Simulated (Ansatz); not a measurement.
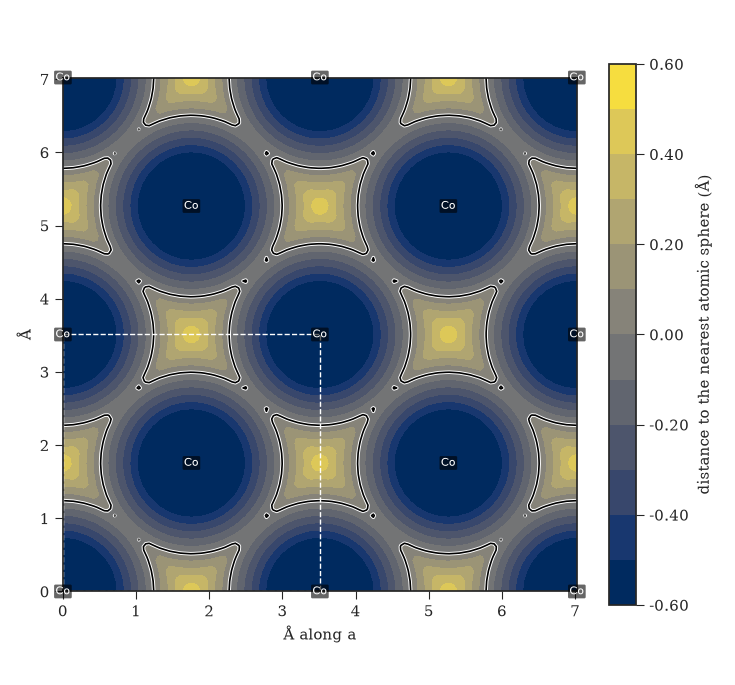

Map of the distance to the nearest atomic sphere in Co in space group Fm-3m, computed on the section y = 0.000 (parallel to a and c; the dashed line is one cell). The black line marks the spheres' surfaces; positive values are empty space; unlabelled circles belong to atoms above or below the section.

Atoms are hard spheres with touching radii (half the shortest distance): Co 1.24 Å.

Origin of the cell: coordinates from a relaxation with DFT, r2SCAN, PAW with Ansatz's default frozen-core files, scalar-relativistic in Ansatz 0.2.0.

```yaml
crystal:
  lattice:
    - [3.51099, 0.00000, 0.00000]
    - [0.00000, 3.51099, 0.00000]
    - [0.00000, 0.00000, 3.51099]
  atoms:
    - { symbol: Co, position: [0.00000, 0.00000, 0.00000] }
    - { symbol: Co, position: [0.00000, 0.50000, 0.50000] }
    - { symbol: Co, position: [0.50000, 0.00000, 0.50000] }
    - { symbol: Co, position: [0.50000, 0.50000, 0.00000] }
```

Where is the largest hole in this section, and how large is it?

Answer. At 0.000, 0.000, 0.500 (fractional), where the distance reaches 0.51 Å; it is enclosed by 6 Co in an octahedral arrangement. It is the largest hole of the crystal.

How much of the crystal lies outside the spheres?

Answer. About 26 % of the cell's volume, and 21 % of this section's area.

What can pass through?

Answer. The largest sphere that fits anywhere has a diameter of 1.03 Å; the largest that can travel through the crystal, about 0.4 Å.
